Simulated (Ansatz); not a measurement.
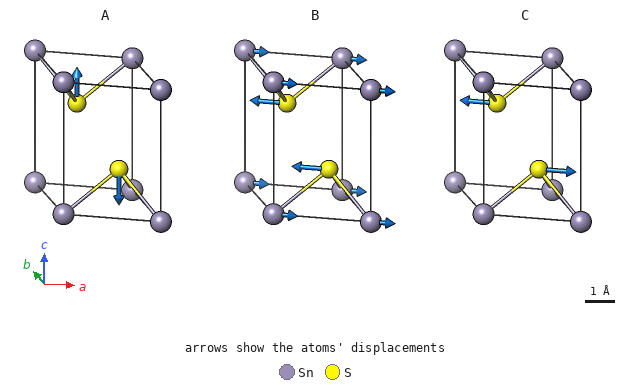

Three optical modes of a crystal of SnS₂ relaxed at 22 GPa at the zone centre, in no order (one member of each degenerate set). The blue arrows give the relative displacements of the atoms. The picture is a ball-and-stick view of the cell of the calculation, seen slightly off an axis.

Computed with DFT PBE+D3(BJ), scalar-relativistic, plane waves, PAW in Ansatz 0.2.0. Set-up: plane-wave cutoff 420 eV; k-point mesh 12 × 12 × 10; occupations fermi dirac; smearing width 0.15 eV; target pressure 22 GPa; no spin polarisation.

The frequencies depend somewhat on the k-mesh and the smearing.

### Order them from the lowest to the highest frequency (imaginary ones first).

B (254 cm⁻¹), C (306 cm⁻¹), A (352 cm⁻¹). B, E_u: The S sublattice moves against the Sn sublattice, along a; the kinetic energy is shared as S 65 %, Sn 35 %. C, E_g: The Sn atoms stay at rest; all motion is along a; atoms of one kind move against one another, with no net shift of their sublattice. A, A₁g: The Sn atoms stay at rest; all motion is along c; atoms of one kind move against one another, with no net shift of their sublattice. The crystal is metallic in this run.
